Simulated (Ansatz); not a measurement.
# Single-point calculation, with input and output: Si₁₆C₁₅ (charge −1) (part 1 of 2)

- system: Si₁₆C₁₅ (defect cell, 31 atoms in the cell, total charge −1)
- method: DFT, LDA, plane waves, PAW, spin-polarised (Ansatz 0.2.0)

The structure derives from a Materials Project entry. Figures and captions count atoms from 1; the log counts them from 0 in places.

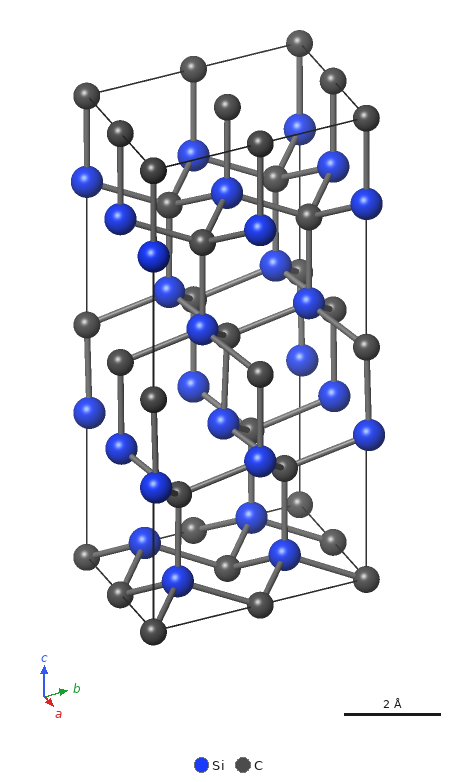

Fig. 1: The structure (ball-and-stick view of the cell of the calculation, seen slightly off an axis).

## Input
```yaml
crystal:
  lattice:
    - [3.0584217931, -5.2973419482, 0.0]
    - [-6.1168435962, 5.7e-09, 0.0]
    - [0.0, 0.0, -10.0121483307]
  atoms:
    - { symbol: Si, position: [0.3336975163, 0.1679730264, 0.0642236451], spin: 0.25 }
    - { symbol: Si, position: [0.8329745188, 0.1664611892, 0.0622591281] }
    - { symbol: Si, position: [0.3352169727, 0.6686937539, 0.0622627972] }
    - { symbol: Si, position: [0.8330089316, 0.6686440331, 0.0622719371] }
    - { symbol: Si, position: [0.1673875461, 0.3342761742, 0.5625684326] }
    - { symbol: Si, position: [0.6665471695, 0.3342908665, 0.5625995749] }
    - { symbol: Si, position: [0.1673808849, 0.835134647, 0.5625842162] }
    - { symbol: Si, position: [0.6670530277, 0.8344974631, 0.5621437337] }
    - { symbol: Si, position: [0.0139480936, 0.0080011975, 0.3127454381], spin: 0.25 }
    - { symbol: Si, position: [0.4936667663, 0.0081733847, 0.3128108178], spin: 0.25 }
    - { symbol: Si, position: [0.0004824237, 0.5012901472, 0.3112471] }
    - { symbol: Si, position: [0.4935156784, 0.4872848891, 0.3127547869], spin: 0.25 }
    - { symbol: Si, position: [0.5006984732, 0.5018104051, 0.8123086883] }
    - { symbol: Si, position: [1.0004294895, 0.5012406869, 0.8126057128] }
    - { symbol: Si, position: [0.5006947998, 1.0009369538, 0.8123184261] }
    - { symbol: Si, position: [0.9997657988, 1.0009068778, 0.812297011] }
    - { symbol: C, position: [0.8346049386, 0.1696057704, 0.2499920894] }
    - { symbol: C, position: [0.3321237848, 0.6671367385, 0.2499927805] }
    - { symbol: C, position: [0.8346293572, 0.6670935466, 0.2500009085] }
    - { symbol: C, position: [0.1668682613, 0.3347166718, 0.7505168086] }
    - { symbol: C, position: [0.6674735399, 0.3347525941, 0.7505430408] }
    - { symbol: C, position: [0.1668736771, 0.8341980592, 0.7505293635] }
    - { symbol: C, position: [0.6670455411, 0.8345379923, 0.7489487994] }
    - { symbol: C, position: [0.5010276044, 0.5023618811, 0.5017233001] }
    - { symbol: C, position: [1.0004269745, 0.5012413264, 0.4997362555] }
    - { symbol: C, position: [0.5010488964, 1.0006656088, 0.5017395817] }
    - { symbol: C, position: [0.9992299912, 1.0006240768, 0.5016879036] }
    - { symbol: C, position: [-0.0017660123, 0.0001785371, 0.9979051535] }
    - { symbol: C, position: [0.5014447382, 0.0002401053, 0.9979221303] }
    - { symbol: C, position: [0.0004118982, 0.5012619701, 0.9993648868] }
    - { symbol: C, position: [0.5014948273, 0.5034294034, 0.9979024637] }
  host:
    lattice:
      - [3.0584217981, -2.9e-09, 0.0]
      - [-1.5292108966, 2.6486709741, 0.0]
      - [0.0, 0.0, 10.0121483307]
    atoms:
      - { symbol: Si, position: [0.6666666667, 0.3333333333, 0.9378414607] }
      - { symbol: Si, position: [0.3333333333, 0.6666666667, 0.4378414607] }
      - { symbol: Si, position: [0.0, 0.0, 0.6879005828] }
      - { symbol: Si, position: [0.0, 0.0, 0.1879005828] }
      - { symbol: C, position: [0.6666666667, 0.3333333333, 0.7498077819] }
      - { symbol: C, position: [0.3333333333, 0.6666666667, 0.2498077819] }
      - { symbol: C, position: [0.0, 0.0, 0.5004491746] }
      - { symbol: C, position: [0.0, 0.0, 0.0004491746] }
total_charge: -1
basis:
  ecutwfc: 420
  xc_grid: 2
kpoints:
  mp_grid: { grid: [2, 2, 2], shift: [0.5, 0.5, 0.5] }
hamiltonian:
  xc: lda
scf:
  occupations: { method: gaussian, width: 0.01 }
  lower_state_search: light
output:
  forces: true
  eigenvalues: true
magnetization:
  spin_polarized: true
```

Hardware: 4 threads of Arm Neoverse N1, 98 GiB of memory available, shared host.

Command:
```bash
ansatz run input.yaml --threads 4 --pin off --max-ram 8192MiB --backend cpu --events-out ev --progress --plain --runs-dir out
```

## Log
```
Engine: ansatz 0.2.0, aarch64-unknown-linux-gnu
Pseudopotentials: kind: paw
Pseudopotential: Si, paw, valence charge 4, recommended cutoff 420 eV (normal), Si.paw.azcp
Pseudopotential: C, paw, valence charge 4, recommended cutoff 420 eV (normal), C.paw.azcp
Functional definition: SPW92
  exchange = slater_x
  correlation = pw_c
Crystal: 31 atoms, lattice volume = 324.424 Å³
Basis set: ecut = 420 eV, 6339 PW (Γ), exchange–correlation on 90×90×144 points (8 copies of the dense FFT grid, shifted against one another)
Bands: 94, of which v1, the nominal top of the filled ones, is band 63 counted from 1 (62 counted from 0)
Symmetry: 1 space group operations
Space group: P1 (ITA 1), of the structure as read, at distance tolerance 6.9e-5 Å
Magnetic group: BNS 1.1 (UNI 1), of the structure as read, at distance tolerance 6.9e-5 Å
k-points: 4 of 8 (time reversal used)
Non-local potential: Si, projectors of the file, l = 0: 2, l = 1: 2, l = 2: 2
Non-local potential: C, projectors of the file, l = 0: 2, l = 1: 2, l = 2: 1
PAW form: soft (Blöchl's): semilocal exchange-correlation on the pseudo side does not see the compensation charge
PAW frozen core: Si, regenerated for the run's functional, and the local potential with it (the file was generated under x = pbe(κ = 0.804, μ = 0.2195149727645171), c = pbe(β = 0.06672455060314922))
PAW frozen core: C, regenerated for the run's functional, and the local potential with it (the file was generated under x = pbe(κ = 0.804, μ = 0.2195149727645171), c = pbe(β = 0.06672455060314922))
PAW one-centre angular grid: Si, 110 points (default); XC on 64 Gauss nodes
PAW one-centre angular grid: C, 110 points (default); XC on 64 Gauss nodes
Initial density: superposition of atomic densities (chi_scale 0.1, normalization cell)
Starting moments: Σ|m| = 1 μB on 4 of 31 sites
Initial wavefunctions: pseudopotential atomic-orbital guess
Functional: x = slater, c = lda
SCF iter   1: F=—  HF=-13402.672596 eV  |F-HF|=—  |Δ(HF+E_count)|=         —  Δρ=7.27e-2 (↑7.27e-2 ↓7.27e-2)  dr2=8.36e1  dr2_m=2.45e-2  M=0.000 μB ∫|m|=0.145 μB  β_m=0.30  ethr=3.10e-3  ⟨swp⟩=6.0  Hψ=3458  notcnv=0  defer=71
preconditioner: auto → Resta (q_TF=auto, 2.327 Å⁻¹)  ε∞=4.3  [insulator: Δε(μ)=0.094 eV  Ē_g=12.619 eV  σ=0.010 eV  W_gap=1.00  n_scr=66 (ndim 8)  ℏωp=23.0 eV  f_vac=0.000  D(μ)=0.00/eV (n_scr^D=0)  ε∞_Penn≈4.3]
spin=Collinear: Resta preconditioning applied to the charge; magnetization (m = ρ↑ − ρ↓) channel mixes plain (no charge-response kernel on spin).
SCF iter   2: F=—  HF=-13384.468919 eV  |F-HF|=—  |Δ(HF+E_count)|=    1.82e1  Δρ=3.95e-2 (↑3.95e-2 ↓3.95e-2)  dr2=2.42e1  dr2_m=1.22e-2  M=0.008 μB ∫|m|=0.122 μB  β_m=0.30  ethr=3.10e-3  ⟨swp⟩=3.0  Hψ=1488  notcnv=0  defer=190
SCF iter   3: F=—  HF=-13377.406236 eV  |F-HF|=—  |Δ(HF+E_count)|=    7.06e0  Δρ=1.40e-2 (↑1.37e-2 ↓1.40e-2)  dr2=1.91e0  dr2_m=3.37e-3  M=0.282 μB ∫|m|=0.298 μB  β_m=0.30  ethr=3.10e-3  ⟨swp⟩=3.0  Hψ=1483  notcnv=0  defer=190
SCF iter   4: F=—  HF=-13377.104178 eV  |F-HF|=—  |Δ(HF+E_count)|=   3.02e-1  Δρ=8.71e-3 (↑8.64e-3 ↓8.71e-3)  dr2=7.90e-1  dr2_m=4.71e-3  M=0.000 μB ∫|m|=0.082 μB  β_m=0.30  ethr=1.53e-3  ⟨swp⟩=1.9  Hψ=903  notcnv=0  defer=190
SCF iter   5: F=—  HF=-13376.964986 eV  |F-HF|=—  |Δ(HF+E_count)|=   1.39e-1  Δρ=3.33e-3 (↑3.33e-3 ↓3.09e-3)  dr2=3.54e-1  dr2_m=2.46e-3  M=0.000 μB ∫|m|=0.062 μB  β_m=0.30  ethr=6.32e-4  ⟨swp⟩=2.0  Hψ=620  notcnv=0  defer=190
SCF iter   6: F=—  HF=-13376.931545 eV  |F-HF|=—  |Δ(HF+E_count)|=   3.34e-2  Δρ=2.08e-3 (↑2.08e-3 ↓1.90e-3)  dr2=1.30e-1  dr2_m=1.28e-3  M=0.000 μB ∫|m|=0.049 μB  β_m=0.30  ethr=2.83e-4  ⟨swp⟩=1.0  Hψ=562  notcnv=0  defer=190
SCF iter   7: F=—  HF=-13376.917537 eV  |F-HF|=—  |Δ(HF+E_count)|=   1.40e-2  Δρ=9.62e-4 (↑9.62e-4 ↓8.82e-4)  dr2=2.07e-2  dr2_m=6.91e-4  M=0.002 μB ∫|m|=0.063 μB  β_m=0.30  ethr=1.04e-4  ⟨swp⟩=3.0  Hψ=658  notcnv=0  defer=190
SCF iter   8: F=—  HF=-13376.918113 eV  |F-HF|=—  |Δ(HF+E_count)|=   5.76e-4  Δρ=8.10e-4 (↑7.60e-4 ↓8.10e-4)  dr2=1.37e-2  dr2_m=3.73e-4  M=0.000 μB ∫|m|=0.052 μB  β_m=0.30  ethr=1.65e-5  ⟨swp⟩=2.2  Hψ=694  notcnv=0  defer=190
Mixer restart at iter 8: flushing history
spin-set hold released at iteration 8 (site moments contracting): the magnetisation degrees of freedom join the quasi-Newton model from the next iteration; the mixer history was flushed
SCF iter   9: F=—  HF=-13376.917565 eV  |F-HF|=—  |Δ(HF+E_count)|=   5.48e-4  Δρ=4.98e-4 (↑4.98e-4 ↓3.76e-4)  dr2=4.35e-3  dr2_m=2.26e-4  M=0.000 μB ∫|m|=0.063 μB  β_m=0.26  ethr=1.10e-5  ⟨swp⟩=2.0  Hψ=607  notcnv=0  defer=190
SCF iter  10: F=—  HF=-13376.917417 eV  |F-HF|=—  |Δ(HF+E_count)|=   1.47e-4  Δρ=2.84e-4 (↑2.49e-4 ↓2.84e-4)  dr2=1.89e-4  dr2_m=1.62e-4  M=0.000 μB ∫|m|=0.060 μB  β_m=0.36  ethr=3.48e-6  ⟨swp⟩=1.1  Hψ=563  notcnv=0  defer=190
SCF iter  11: F=—  HF=-13376.917592 eV  |F-HF|=—  |Δ(HF+E_count)|=   1.74e-4  Δρ=1.85e-4 (↑1.85e-4 ↓1.71e-4)  dr2=6.45e-5  dr2_m=7.89e-5  M=0.000 μB ∫|m|=0.071 μB  β_m=0.48  ethr=1.51e-7  ⟨swp⟩=2.0  Hψ=852  notcnv=0  defer=190
SCF iter  12: F=—  HF=-13376.917944 eV  |F-HF|=—  |Δ(HF+E_count)|=   3.52e-4  Δρ=1.77e-4 (↑1.77e-4 ↓1.43e-4)  dr2=1.36e-5  dr2_m=7.55e-5  M=0.000 μB ∫|m|=0.106 μB  β_m=0.75  ethr=5.16e-8  ⟨swp⟩=2.4  Hψ=1135  notcnv=0  defer=190
SCF iter  13: F=—  HF=-13376.918155 eV  |F-HF|=—  |Δ(HF+E_count)|=   2.12e-4  Δρ=2.61e-4 (↑2.61e-4 ↓2.04e-4)  dr2=4.58e-5  dr2_m=1.59e-4  M=0.000 μB ∫|m|=0.150 μB  β_m=0.88  ethr=1.08e-8  ⟨swp⟩=3.1  Hψ=1176  notcnv=0  defer=190  recentre
SCF iter  14: F=-13376.917971 eV  HF=-13376.918210 eV  |F-HF|=2.39e-4  |Δ(HF+E_count)|=   5.49e-5  Δρ=3.14e-4 (↑1.36e-4 ↓3.14e-4)  dr2=5.08e-4  dr2_m=1.39e-4  M=0.000 μB ∫|m|=0.147 μB  β_m=0.88  ethr=1.08e-8  ⟨swp⟩=2.6  Hψ=1041  notcnv=0  defer=190
SCF iter  15: F=-13376.918990 eV  HF=-13376.918567 eV  |F-HF|=4.23e-4  |Δ(HF+E_count)|=   3.57e-4  Δρ=3.35e-4 (↑3.35e-4 ↓2.95e-4)  dr2=1.28e-5  dr2_m=2.94e-4  M=0.000 μB ∫|m|=0.206 μB  β_m=0.94  ethr=1.08e-8  ⟨swp⟩=3.1  Hψ=1272  notcnv=0  defer=190
SCF iter  16: F=-13376.920148 eV  HF=-13376.919501 eV  |F-HF|=6.47e-4  |Δ(HF+E_count)|=   9.34e-4  Δρ=4.48e-4 (↑4.48e-4 ↓3.88e-4)  dr2=1.41e-4  dr2_m=5.08e-4  M=0.000 μB ∫|m|=0.297 μB  β_m=0.60  ethr=1.02e-8  ⟨swp⟩=3.0  Hψ=1450  notcnv=0  defer=190
SCF iter  17: F=-13376.918167 eV  HF=-13376.918097 eV  |F-HF|=7.04e-5  |Δ(HF+E_count)|=   1.40e-3  Δρ=2.41e-4 (↑1.73e-4 ↓2.41e-4)  dr2=1.23e-4  dr2_m=1.23e-4  M=0.000 μB ∫|m|=0.133 μB  β_m=0.97  ethr=1.02e-8  ⟨swp⟩=4.0  Hψ=1510  notcnv=0  defer=190  recentre
SCF iter  18: F=-13376.922037 eV  HF=-13376.921464 eV  |F-HF|=5.72e-4  |Δ(HF+E_count)|=   3.37e-3  Δρ=4.97e-4 (↑4.97e-4 ↓3.38e-4)  dr2=2.47e-4  dr2_m=5.07e-4  M=0.000 μB ∫|m|=0.413 μB  β_m=0.95  ethr=1.02e-8  ⟨swp⟩=4.0  Hψ=1990  notcnv=0  defer=190
SCF iter  19: F=-13376.923481 eV  HF=-13376.923733 eV  |F-HF|=2.52e-4  |Δ(HF+E_count)|=   2.27e-3  Δρ=2.26e-4 (↑1.42e-4 ↓2.26e-4)  dr2=4.60e-4  dr2_m=5.77e-5  M=0.000 μB ∫|m|=0.566 μB  β_m=0.98  ethr=1.02e-8  ⟨swp⟩=4.0  Hψ=1996  notcnv=0  defer=190
SCF iter  20: F=-13376.920818 eV  HF=-13376.920202 eV  |F-HF|=6.16e-4  |Δ(HF+E_count)|=   3.53e-3  Δρ=4.38e-4 (↑3.92e-4 ↓4.38e-4)  dr2=1.70e-4  dr2_m=5.01e-4  M=0.000 μB ∫|m|=0.332 μB  β_m=0.98  ethr=1.02e-8  ⟨swp⟩=4.1  Hψ=2205  notcnv=0  defer=190  recentre
SCF iter  21: F=-13376.923835 eV  HF=-13376.923631 eV  |F-HF|=2.04e-4  |Δ(HF+E_count)|=   3.43e-3  Δρ=2.55e-4 (↑2.55e-4 ↓2.20e-4)  dr2=4.20e-5  dr2_m=1.63e-4  M=0.000 μB ∫|m|=0.611 μB  β_m=0.99  ethr=1.02e-8  ⟨swp⟩=4.9  Hψ=2175  notcnv=0  defer=190
SCF iter  22: F=-13376.923835 eV  HF=-13376.923671 eV  |F-HF|=1.64e-4  |Δ(HF+E_count)|=   4.02e-5  Δρ=1.99e-4 (↑1.99e-4 ↓1.90e-4)  dr2=1.35e-5  dr2_m=1.11e-4  M=0.000 μB ∫|m|=0.527 μB  β_m=0.99  ethr=1.02e-8  ⟨swp⟩=4.0  Hψ=1956  notcnv=0  defer=190
SCF iter  23: F=-13376.924040 eV  HF=-13376.924013 eV  |F-HF|=2.73e-5  |Δ(HF+E_count)|=   3.42e-4  Δρ=1.10e-4 (↑7.84e-5 ↓1.10e-4)  dr2=1.75e-5  dr2_m=2.56e-5  M=0.000 μB ∫|m|=0.553 μB  β_m=1.00  ethr=1.02e-8  ⟨swp⟩=3.0  Hψ=1446  notcnv=0  defer=190
SCF iter  24: F=-13376.924090 eV  HF=-13376.924070 eV  |F-HF|=2.04e-5  |Δ(HF+E_count)|=   5.65e-5  Δρ=9.07e-5 (↑9.07e-5 ↓6.06e-5)  dr2=6.70e-6  dr2_m=1.68e-5  M=0.000 μB ∫|m|=0.587 μB  β_m=0.93  ethr=1.02e-8  ⟨swp⟩=3.4  Hψ=1596  notcnv=0  defer=190
SCF iter  25: F=-13376.924111 eV  HF=-13376.924110 eV  |F-HF|=1.45e-6  |Δ(HF+E_count)|=   3.99e-5  Δρ=2.94e-5 (↑2.94e-5 ↓1.71e-5)  dr2=1.14e-6  dr2_m=1.57e-6  M=0.000 μB ∫|m|=0.577 μB  β_m=0.96  ethr=5.36e-9  ⟨swp⟩=3.0  Hψ=1270  notcnv=0  defer=190
SCF iter  26: F=-13376.924113 eV  HF=-13376.924113 eV  |F-HF|=2.84e-9  |Δ(HF+E_count)|=   3.78e-6  Δρ=4.56e-6 (↑4.56e-6 ↓2.92e-6)  dr2=7.16e-8  dr2_m=3.56e-8  M=0.000 μB ∫|m|=0.573 μB  β_m=0.97  ethr=8.00e-11  ⟨swp⟩=14.8  Hψ=5227  notcnv=0
SCF iter  27: F=-13376.924113 eV  HF=-13376.924113 eV  |F-HF|=8.30e-9  |Δ(HF+E_count)|=   1.23e-7  Δρ=1.59e-6 (↑1.59e-6 ↓1.51e-6)  dr2=2.28e-9  dr2_m=6.86e-9  M=0.000 μB ∫|m|=0.573 μB  β_m=0.95  ethr=5.73e-11  ⟨swp⟩=4.0  Hψ=2164  notcnv=0
SCF iter  28: F=-13376.924113 eV  HF=-13376.924113 eV  |F-HF|=4.58e-10  |Δ(HF+E_count)|=   1.97e-8  Δρ=2.86e-7 (↑2.05e-7 ↓2.86e-7)  dr2=7.58e-10  dr2_m=1.28e-10  M=0.000 μB ∫|m|=0.573 μB  β_m=0.97  ethr=1.82e-12  ⟨swp⟩=3.9  Hψ=1780  notcnv=0
SCF iter  29: F=-13376.924113 eV  HF=-13376.924113 eV  |F-HF|=3.27e-11  |Δ(HF+E_count)|=  4.15e-10  Δρ=1.18e-7 (↑8.64e-8 ↓1.18e-7)  dr2=8.13e-11  dr2_m=2.30e-11  M=0.000 μB ∫|m|=0.573 μB  ethr=1.00e-12  ⟨swp⟩=3.2  Hψ=1398  notcnv=0
SCF 1 converged in 29 iterations: F = -13376.924113 eV  dr2 = 8.13e-11
  greatest PAW one-centre occupation: 0.648 electrons in one spin orbital (limit 2), on the C atom at site 18 (counted from 0), in its partial waves of l = 0
```

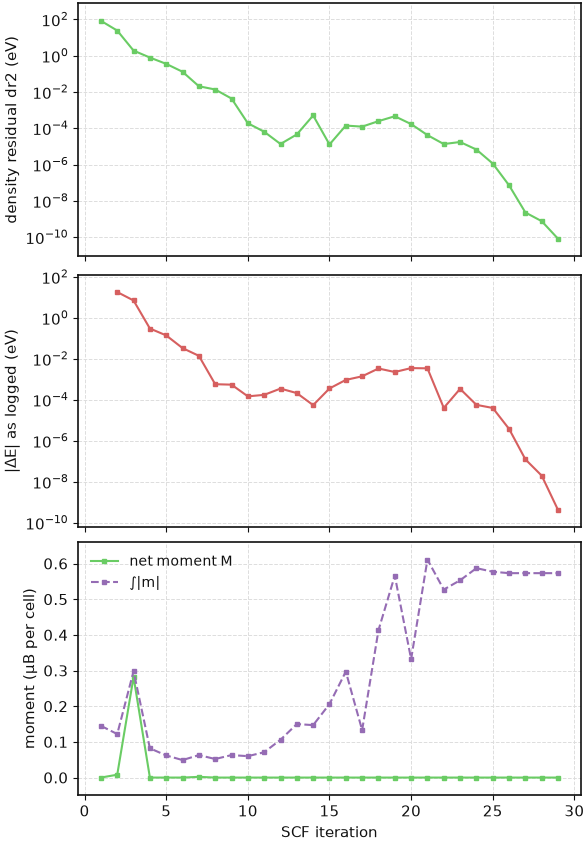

Fig. 2: Convergence of the self-consistent field: density residual dr2, size of the energy change and magnetic moment against the SCF iteration. The residual falls unevenly and jumps up by a factor of two or more 4 times on the way down. The net moment starts and ends at 0.0 μB per cell.
